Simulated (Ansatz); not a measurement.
```cif
data_structure
_symmetry_space_group_name_H-M 'P 1'
_symmetry_Int_Tables_number 1
_cell_length_a 4.3305
_cell_length_b 4.3305
_cell_length_c 6.1855
_cell_angle_alpha 90.000
_cell_angle_beta 90.000
_cell_angle_gamma 90.000
_cell_volume 116.00
loop_
_atom_site_label
_atom_site_type_symbol
_atom_site_fract_x
_atom_site_fract_y
_atom_site_fract_z
_atom_site_occupancy
Pb1 Pb 0.00000 0.00000 0.00000 1
Pb2 Pb 0.50000 0.50000 0.50000 1
Se1 Se 0.50000 0.50000 0.00000 1
Se2 Se 0.00000 0.00000 0.50000 1
```

Space group I4/mmm; changed on purpose from its base cell (zz strain of +1 %, PAW files).

These are results of DFT, PBEsol, PAW with Ansatz's default frozen-core files, scalar-relativistic in Ansatz 0.2.0, not measurements.

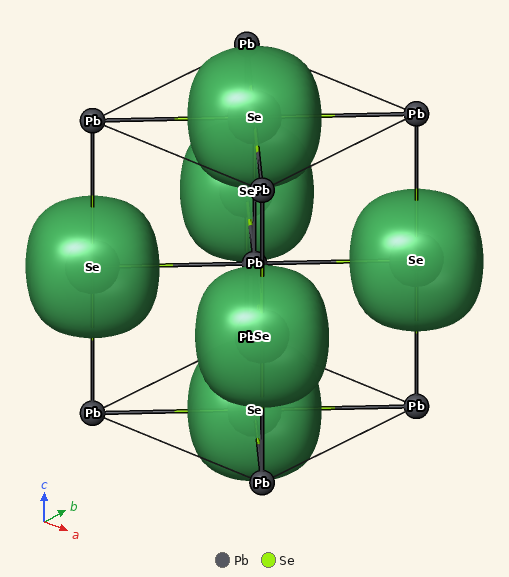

PbSe. Isosurface of the ELF at 0.6 (green), seen at an oblique angle. Core shells and regions of very low density are left out. Sticks mark near contacts.

In a PAW calculation such maps are meaningful between the atoms, not at the nuclei.

### Describe the localisation domains.

The surface consists of two regions wrapped around Se (the valence shell of each), counted in one cell of 4 atoms. Regions shared between cells count once. Along the contacts the grid gives the following. Pb–Se (3.06 Å): the ELF is about 0.30 at the midpoint.

### Does the calculation make it a metal, or give it a gap?

It is gapped, with a Kohn–Sham gap of 0.66 eV on the k-point mesh, an upper bound to the gap of this method.
